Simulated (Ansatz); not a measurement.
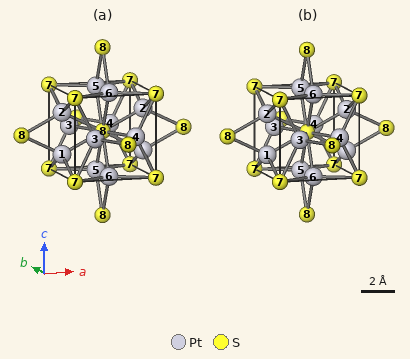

The structure of crystalline Pt3S (built on the A15_223 type) (coarse preliminary run) before (left) and after (right) a relaxation, at one scale.

A ball-and-stick model of the cell of the calculation, seen slightly off an axis.

Case: A15 type (Pm-3n, No. 223).

Theory: DFT PBE, scalar-relativistic, plane waves, PAW in Ansatz.

The input:
```yaml
crystal:
  lattice:
    - [5.170086905, 0.0, 0.0]
    - [0.0, 5.170086905, 0.0]
    - [0.0, 0.0, 5.170086905]
  atoms:
    - { symbol: Pt, position: [0.0, 0.5, 0.25] }
    - { symbol: Pt, position: [0.0, 0.5, 0.75] }
    - { symbol: Pt, position: [0.25, 0.0, 0.5] }
    - { symbol: Pt, position: [0.75, 0.0, 0.5] }
    - { symbol: Pt, position: [0.5, 0.75, 0.0] }
    - { symbol: Pt, position: [0.5, 0.25, 0.0] }
    - { symbol: S, position: [0.0, 0.0, 0.0] }
    - { symbol: S, position: [0.5, 0.5, 0.5] }
basis:
  ecutwfc: 420
kpoints:
  mp_grid: { grid: [4, 4, 4] }
hamiltonian:
  xc: pbe
scf:
  occupations: { method: gaussian, width: 0.1 }
  lower_state_search: "off"
output:
  forces: true
  stress: true
  eigenvalues: true
relax:
  adjacent_minimum: "off"
  f_tol: 0.04
  max_steps: 70
  cell: { stress_tol: 0.4 }
```

Run as
```bash
ansatz run input.yaml --threads 1 --pin off --max-ram 2560MiB --backend cpu --events-out ev --progress --plain --runs-dir out
```

Q: Describe what moved and what it gained.

A: After 2 accepted moves (4 points after the start) the energy has fallen by 28.1 meV per atom. All forces vanish by symmetry, so only the cell relaxes. Pressure: −8.68 GPa at the start and −0.02 GPa at the end. The line search rejected the trial step at point 1 of the run. The SCF was repeated once at an unchanged geometry on a basis and grid sized afresh for the cell, which shifted the energy by 0.4 meV per atom at most. No atom moves by more than 0.005 Å relative to the cell. The volume changes by −5.6 %, with a = b = c 5.170 → 5.071 Å (−1.9 %). Some distances before and after: Pt1–S7 2.890 → 2.835 Å, Pt1–Pt2 2.585 → 2.535 Å. The space group stays Pm-3n (No. 223). The run took 16 s on 1 thread of Intel(R) Xeon(R) 6975P-C (Granite Rapids), with other jobs on the host, peak memory 0.45 GiB.
